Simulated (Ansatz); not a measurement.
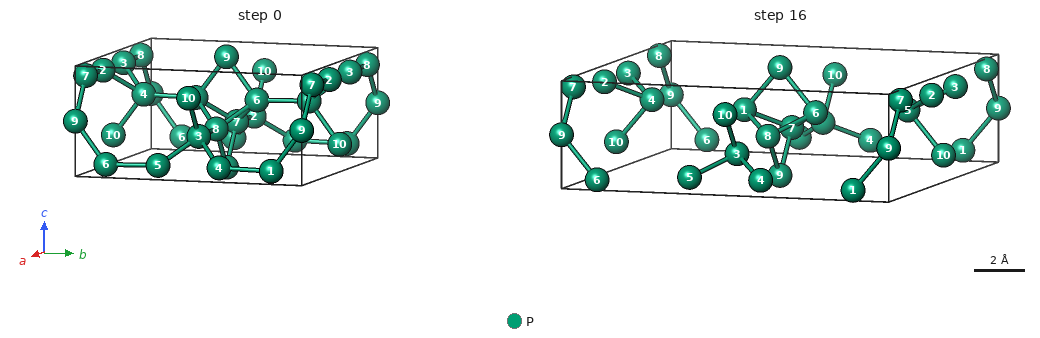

The structure of a crystal of P (a generated structure, set up in I4_1/amd) (coarse preliminary run) before (left) and after (right) a relaxation, at one scale.

Style: ball-and-stick. Shown: the conventional cell (2 times the calculation's cell), slightly off an axis. Lengths and directions refer to the drawn axes.

These are results of Ansatz, DFT PBE, scalar-relativistic, plane waves, PAW, not measurements.

Input
```yaml
crystal:
  lattice:
    - [-4.78804727, 4.78804727, 2.23062585]
    - [4.78804727, -4.78804727, 2.23062585]
    - [4.78804727, 4.78804727, -2.23062585]
  atoms:
    - { symbol: P, position: [0.98529327, 0.12002089, 0.86527238] }
    - { symbol: P, position: [0.87002089, 0.5047485, 0.63472762] }
    - { symbol: P, position: [0.87002089, 0.23529327, 0.36527238] }
    - { symbol: P, position: [0.76470673, 0.12997911, 0.63472762] }
    - { symbol: P, position: [0.4952515, 0.12997911, 0.36527238] }
    - { symbol: P, position: [0.2547485, 0.12002089, 0.13472762] }
    - { symbol: P, position: [0.87997911, 0.7452515, 0.86527238] }
    - { symbol: P, position: [0.87997911, 0.01470673, 0.13472762] }
    - { symbol: P, position: [0.5, 0.5, 0.0] }
    - { symbol: P, position: [0.25, 0.75, 0.5] }
basis:
  ecutwfc: 420
kpoints:
  mp_grid: { grid: [4, 4, 4] }
hamiltonian:
  xc: pbe
scf:
  occupations: { method: gaussian, width: 0.1 }
  lower_state_search: "off"
output:
  forces: true
  stress: true
  eigenvalues: true
relax:
  adjacent_minimum: "off"
  f_tol: 0.04
  max_steps: 70
  cell: { stress_tol: 0.4 }
```

Run as
```bash
ansatz run input.yaml --threads 1 --pin off --max-ram 2560MiB --backend cpu --events-out ev --progress --plain --runs-dir out
```

### Summarise the run.

Over 13 accepted moves (16 points after the start) the energy falls by 8.142 eV per cell of the calculation. Largest force component: 3.4 eV/Å at the start, 0.036 eV/Å at the end. Pressure: 25.68 GPa at the start and 0.26 GPa at the end. The line search rejected the trial step at point 7 of the run. The SCF was repeated twice at an unchanged geometry on a basis and grid sized afresh for the cell, which shifted the energy by 0.876 eV per cell of the calculation at most. The largest moves relative to the cell, 0.38 Å, are those of 8 atoms (P1, P2, P3, P4 and others). P1 goes along [0 1 −1]. The volume changes by +104.1 %, with a = b 9.576 → 13.840 Å (+44.5 %), c 4.461 → 4.359 Å (−2.3 %). Near-neighbour distances that change, for instance: P1–P4 2.208 → 3.920 Å, P1–P6 2.580 → 3.008 Å, P1–P9 2.130 → 2.315 Å, P1–P7 2.116 → 2.286 Å. Bonds break: P1–P4 (2.21 → 3.92 Å), P2–P7 (2.21 → 3.92 Å), P3–P8 (2.21 → 3.92 Å), P5–P6 (2.21 → 3.92 Å). Among the angles between lasting bonds that change: P7–P1–P9 91.9° → 81.5°, P7–P1–P8 75.2° → 82.3°, P1–P9–P6 74.5° → 81.0°. The space group stays I4_1/amd (No. 141).
